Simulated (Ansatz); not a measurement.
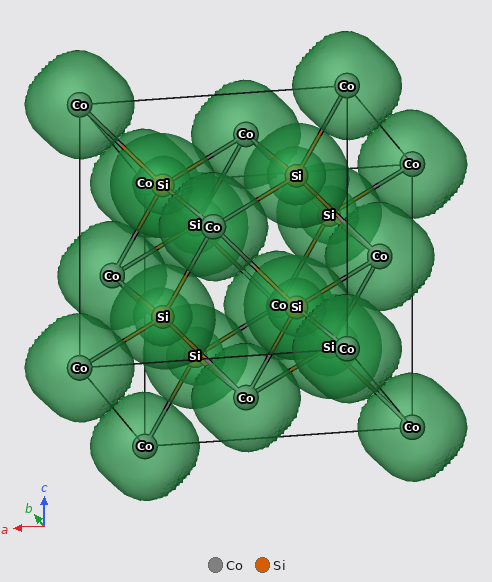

*CoSi₂. Isosurfaces of the spin density (up minus down) at +0.08 (green) and −0.08 e/Å³ (red), seen at an oblique angle. Sticks mark near contacts.*

Space group Fm-3m; computed pressure about 47 GPa in this cell; spin-polarised.

All numbers below come from Ansatz, Kohn-Sham DFT of a periodic cell, BLYP with D4, Ansatz PAW.

Which atoms carry the moments, and with what signs?

Answer. The spin density sits on Co: +2.1 μB (×4) in one cell of 12 atoms, with smaller moments on other sites: Si (up to +0.39 μB): parallel moments (a ferromagnetic arrangement) in this solution. The cell of the calculation (3 atoms) carries 4.0 μB of net spin moment. Only one sign reaches the isovalue.
